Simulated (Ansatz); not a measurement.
# Geometry relaxation, with input and output: Si (part 2 of 2)

The same run, continued: Si (slab, 6 atoms in the cell); DFT PBE+D3(BJ), scalar-relativistic, plane waves, PAW, PAW set soft_1, no spin polarisation (Ansatz 0.2.0); cutoff 420 eV, 8×6×1 k-mesh, Gaussian smearing of 0.05 eV. The structure derives from an entry of the Crystallography Open Database. The input holds or restrains some coordinates. Forces given for the steps count only the free coordinates.

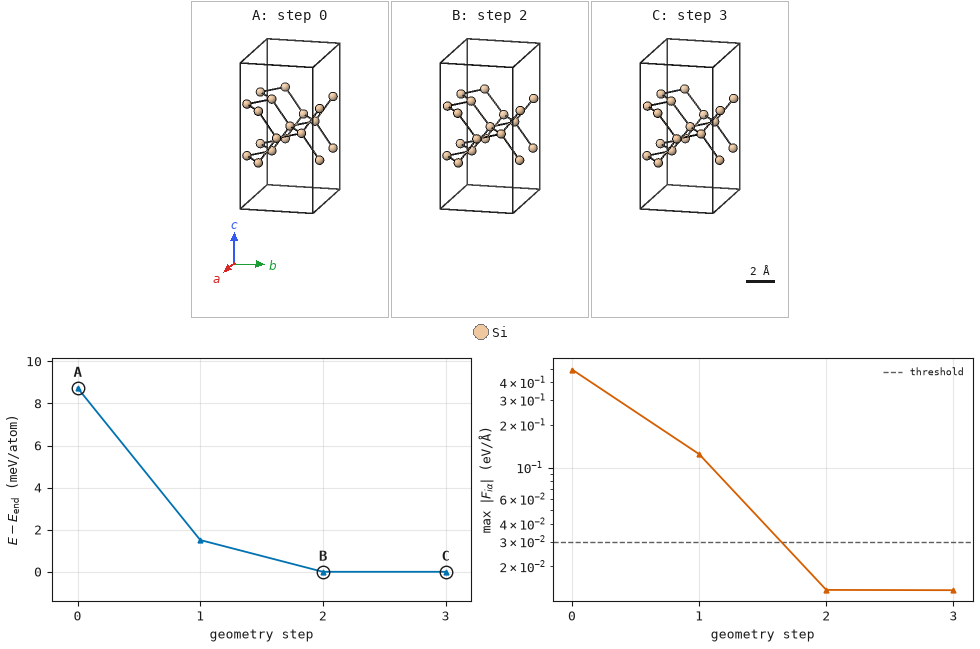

Fig. 1: Frames of the restrained relaxation (ball-and-stick view of the 2 × 1 repeat of the cell, with the vacuum cut short, seen slightly off an axis) above the curves, on which the letters mark them (the first geometry is step 0 here and step 1 in the log).

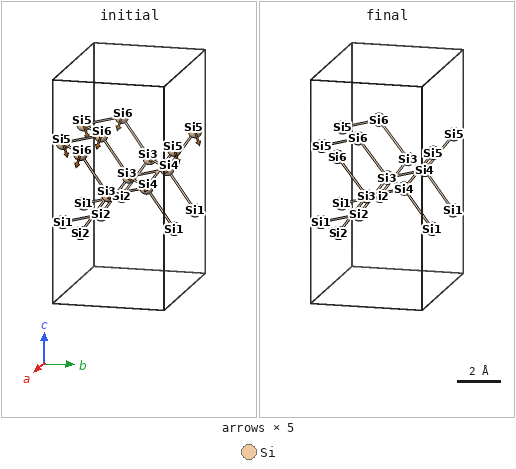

Fig. 2: Before (left) and after (right) the restrained relaxation, at one scale (ball-and-stick view of the 2 × 1 repeat of the cell, with the vacuum cut short, seen slightly off an axis). The orange arrows give the displacements, magnified 5 times. The largest moves, 0.15 Å, are those of Si5 and Si6. The cell stays as it was. Distances before and after: Si5–Si6 2.347 → 2.295 Å, Si3–Si6 2.347 → 2.311 Å, Si1–Si4 2.347 → 2.319 Å. Among the angles that change: Si2–Si3–Si6 109.5° → 105.6°, Si6–Si5–Si6 109.5° → 113.3°. Over 3 geometry steps the energy falls by 8.7 meV per atom. The largest force component goes from 0.49 to 0.014 eV/Å. (Atoms are counted from 1 in the order of the input.)

```
SCF converged after 3 iterations
Free energy (F): -3812.232957 eV
Harris-Foulkes:  -3812.232957 eV  (|F-HF|=3.97e-9)
Internal energy: -3812.224415 eV  (E = F + TS)
E sigma→0 (E₀):  -3812.228686 eV
Entropy (-TS):   -0.008542 eV (-1.424 meV/atom)
Fermi energy:    -1.244219 eV
Dipole field:    D = 0.001557 V/Å  (p = 0.003188 e·Å, saw-weighted, corrected)
Work function:   Φ+ = 4.7624 eV   Φ− = 4.7902 eV
Levels:          The Fermi level and band energies are counted from a zero that moves with the ramp; work functions are not
--- Per-component energies (eV) ---
  E_band       = -141.431598
  E_kinetic    = 237.293166
  E_local      = -3708.615856  (includes V_loc(G=0)·N_el)
  E_nonlocal   = 137.877753
  E_hartree    = 1740.453950
  E_xc         = -334.761420
  E_vxc        = -280.710227  (∫ρ·V_xc dr)
  E_paw        = -3068.050973  (= ΣΔE_a)
  E_vpaw       = -8.179790  (= ΣTr[D̂ρ^β])
  E_aug_tail   = 0.000243  (compensation charges beyond the density's cutoff)
  E_efield     = 0.000002  (sawtooth field / dipole correction)
  E_vefield    = 0.002445  (∫n·V_field dr)
  E_ewald      = 1185.098730
  E_disp       = -1.520010  (pairwise vdW)
  E_smearing   = -0.008542  (= −TS)
  E_closure    = -0.000000  (closes the sum)
  Σ components = -3812.232957   (vs F -3812.232957, Δ=0.00e0)
--- Forces (eV/Å), atoms counted from 1 ---
  atom   1  Si     0.00000000     0.54861203    -0.00442818
  atom   2  Si     0.00000000    -0.54861203    -0.00442818
  atom   3  Si     0.00000000     0.00437652     0.01109227
  atom   4  Si     0.00000000    -0.00437652     0.01109227
  atom   5  Si     0.00000000    -0.01360038    -0.00669051
  atom   6  Si     0.00000000     0.01360038    -0.00669051
  max |Σ_I F_I| component: 5.28e-5 eV/Å
--- Band table (eV; the first three rows and the last of 20) ---
  k-point 0: bands = ["-12.6582", "-10.8232", "-9.3591", "-8.3188", "-5.7612", "-4.5447", "-4.4455", "-3.7330", "-2.4725", "-1.9836", "-1.6564", "-1.5414", "-0.9809", "-0.0494", "0.8499", "1.3650", "1.8479", "2.0221"]
  k-point 1: bands = ["-12.5428", "-10.7849", "-9.9999", "-7.6636", "-6.2549", "-4.3976", "-3.9825", "-3.6361", "-2.4593", "-2.2178", "-1.7970", "-1.7758", "-0.6030", "0.1020", "0.4888", "1.3393", "1.6758", "2.1541"]
  k-point 2: bands = ["-12.2005", "-10.9116", "-10.6635", "-6.8541", "-6.7950", "-4.4959", "-3.3533", "-3.2816", "-2.4920", "-2.4285", "-2.2295", "-1.2604", "-0.9727", "-0.1367", "0.5392", "1.2284", "1.6942", "2.4962"]
  k-point 19: bands = ["-10.2846", "-10.2846", "-8.5097", "-8.5097", "-8.0157", "-8.0157", "-4.3650", "-4.3650", "-3.7623", "-3.7623", "-1.8282", "-1.8282", "-0.5562", "-0.5562", "2.1783", "2.1783", "2.8911", "2.8911"]
--- Relaxed structure (4 steps of the walk, 4 accepted, 0 SCFs on fresh bases) ---
  F+E_penalty+E_count = -3812.23295672 eV   max|allowed force component| = 1.360e-2 eV/Å
  atoms:
    - { symbol: Si, position: [0.5000000000000001, 0.0, 0.3925231236000001] }
    - { symbol: Si, position: [0.0, 0.25, 0.3925231236000001] }
    - { symbol: Si, position: [5.652169570589305e-35, 0.5038841153971132, 0.49717638608826953] }
    - { symbol: Si, position: [0.5000000000000001, 0.7461158846028869, 0.49717638608826953] }
    - { symbol: Si, position: [0.5000000000000001, 0.008603407818594904, 0.5993130013351169] }
    - { symbol: Si, position: [0.0, 0.2413965921814051, 0.5993130013351169] }
```

## Trajectory as extended XYZ (Å, eV, eV/Å), 4 frames, from step=1 to step=4
```
6
Lattice="3.8333 0.0000 0.0000 0.0000 5.4212 0.0000 0.0000 0.0000 17.8333" Properties=species:S:1:pos:R:3:forces:R:3 step=1 energy=-3812.18052
Si    1.9167    0.0000    7.0000    0.0000   0.4933   0.2066
Si    0.0000    1.3553    7.0000    0.0000  -0.4933   0.2066
Si    0.0000    2.7106    8.9167    0.0000  -0.0588   0.0000
Si    1.9167    4.0659    8.9167    0.0000   0.0588   0.0000
Si    1.9167    0.0000   10.8333    0.0000   0.4933  -0.2065
Si    0.0000    1.3553   10.8333    0.0000  -0.4933  -0.2065
6
Lattice="3.8333 0.0000 0.0000 0.0000 5.4212 0.0000 0.0000 0.0000 17.8333" Properties=species:S:1:pos:R:3:forces:R:3 step=2 energy=-3812.22390
Si    1.9167    0.0000    7.0000    0.0000   0.5404   0.0652
Si    0.0000    1.3553    7.0000    0.0000  -0.5404   0.0652
Si    0.0000    2.7172    8.8875    0.0000   0.0457   0.0479
Si    1.9167    4.0592    8.8875    0.0000  -0.0457   0.0479
Si    1.9167    0.0315   10.7551    0.0000   0.1244  -0.1127
Si    0.0000    1.3238   10.7551    0.0000  -0.1244  -0.1127
6
Lattice="3.8333 0.0000 0.0000 0.0000 5.4212 0.0000 0.0000 0.0000 17.8333" Properties=species:S:1:pos:R:3:forces:R:3 step=3 energy=-3812.23296
Si    1.9167    0.0000    7.0000    0.0000   0.5485  -0.0044
Si    0.0000    1.3553    7.0000    0.0000  -0.5485  -0.0044
Si    0.0000    2.7316    8.8663    0.0000   0.0044   0.0110
Si    1.9167    4.0448    8.8663    0.0000  -0.0044   0.0110
Si    1.9167    0.0466   10.6878    0.0000  -0.0137  -0.0068
Si    0.0000    1.3087   10.6878    0.0000   0.0137  -0.0068
6
Lattice="3.8333 0.0000 0.0000 0.0000 5.4212 0.0000 0.0000 0.0000 17.8333" Properties=species:S:1:pos:R:3:forces:R:3 step=4 energy=-3812.23296
Si    1.9167    0.0000    7.0000    0.0000   0.5486  -0.0044
Si    0.0000    1.3553    7.0000    0.0000  -0.5486  -0.0044
Si    0.0000    2.7316    8.8663    0.0000   0.0044   0.0111
Si    1.9167    4.0448    8.8663    0.0000  -0.0044   0.0111
Si    1.9167    0.0466   10.6878    0.0000  -0.0136  -0.0067
Si    0.0000    1.3087   10.6878    0.0000   0.0136  -0.0067
```

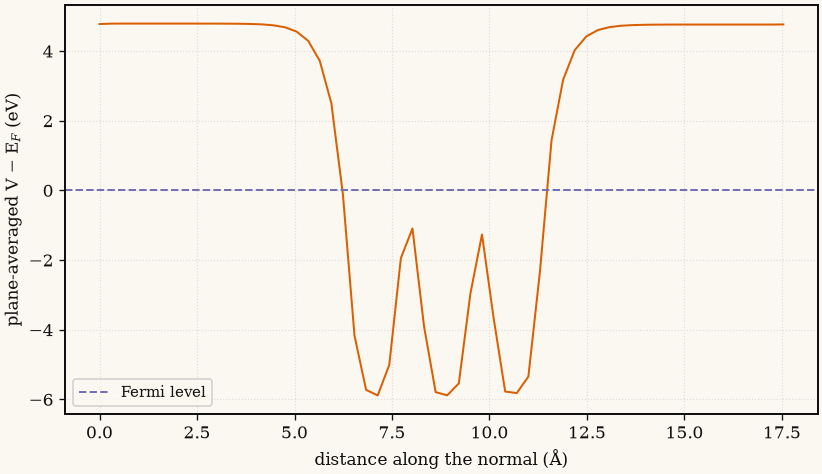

Fig. 3: Plane average of the electrostatic potential energy of an electron across the cell, from the Fermi level. The vacuum level lies 4.76 eV above the Fermi level on the upper side and 4.79 eV on the lower.

The run was set up as follows.

## Input file
```yaml
crystal:
  lattice:
    - [3.8333442767, 0.0, 0.0]
    - [0.0, 5.4211674654, 0.0]
    - [0.0, 0.0, 17.8333442767]
  atoms:
    - { symbol: Si, position: [0.5, 0.0, 0.3925231236] }
    - { symbol: Si, position: [0.0, 0.25, 0.3925231236] }
    - { symbol: Si, position: [0.0, 0.5, 0.5] }
    - { symbol: Si, position: [0.5, 0.75, 0.5] }
    - { symbol: Si, position: [0.5, 0.0, 0.6074768764] }
    - { symbol: Si, position: [0.0, 0.25, 0.6074768764] }
basis:
  ecutwfc: 420
kpoints:
  mp_grid: { grid: [8, 6, 1] }
hamiltonian:
  xc: pbe
  pseudopotentials: { kind: paw, azcp: { folder: soft_1 } }
  dispersion: d3bj
scf:
  occupations: { method: gaussian, width: 0.05 }
output:
  forces: true
  eigenvalues: true
relax:
  adjacent_minimum: "off"
  f_tol: 0.03
  max_steps: 50
  constraints: [{ sites: [0, 1] }]
efield:
  axis: 3
  dipole_correction: true
  ramp_width: 0.04
```

Launch command:
```bash
ansatz run input.yaml --threads 2 --pin off --max-ram 6144MiB --backend cpu --events-out ev --progress --plain --runs-dir out
```

## Summary

| quantity | value |
| --- | --- |
| outcome | converged under the restraints of the input |
| electrons treated | 24 |
| free energy | −3812.2330 eV |
| work function, top face | 4.76 eV |
| work function, bottom face | 4.79 eV |
| Fermi energy | −1.244 eV |
| gap on the k-point mesh | none (metallic) |
| final volume | 370.60 Å³ |
| work function (upper face) | 4.76 eV |
| largest force (length of the vector) at the end, held atoms and coordinates included | 0.549 eV/Å |
| hardware | 2 threads of Arm Neoverse V2, 24 GiB of memory available, shared host |
| wall time | 21 s (CPU time 42 s) |
| peak memory | 0.51 GiB |
